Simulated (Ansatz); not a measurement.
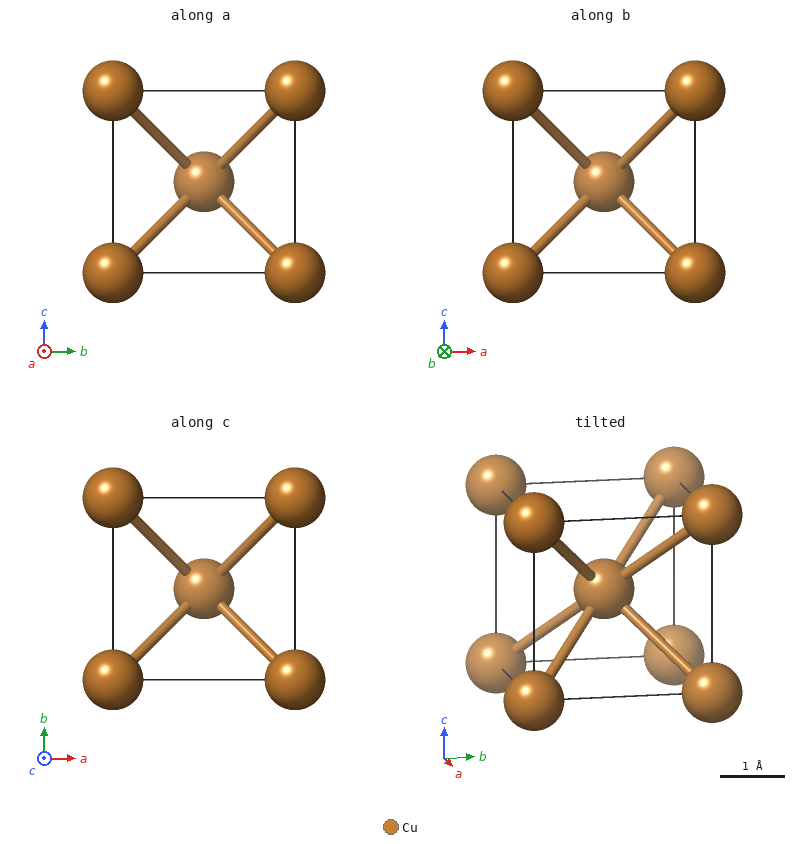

The crystal in a ball-and-stick representation, seen along the a axis, along the b axis, along the c axis and slightly off an axis. The parallelepiped is the conventional unit cell.

Lattice parameters: a = 2.8689 Å, b = 2.8689 Å, c = 2.8689 Å, α = 90.000°, β = 90.000°, γ = 90.000°.

Question: Turn the picture into a CIF with its space group and independent sites.

Answer:
```cif
data_structure
_symmetry_space_group_name_H-M 'I m -3 m'
_symmetry_Int_Tables_number 229
_cell_length_a 2.8689
_cell_length_b 2.8689
_cell_length_c 2.8689
_cell_angle_alpha 90.000
_cell_angle_beta 90.000
_cell_angle_gamma 90.000
_cell_volume 23.61
loop_
_atom_site_label
_atom_site_type_symbol
_atom_site_symmetry_multiplicity
_atom_site_Wyckoff_symbol
_atom_site_fract_x
_atom_site_fract_y
_atom_site_fract_z
_atom_site_occupancy
Cu1 Cu 2 a 0.0000 0.0000 0.0000 1
```

The structure was taken from a structure type filled with this element by a generator (whether the element takes this form wasn't checked). Earlier steps of the study may have refined or changed the cell and positions. It was run through Ansatz as a DFT input.

At this level of theory the cell isn't at rest (stretched, at -6 GPa), so its distances can differ from those at equilibrium, the more so the softer the solid.
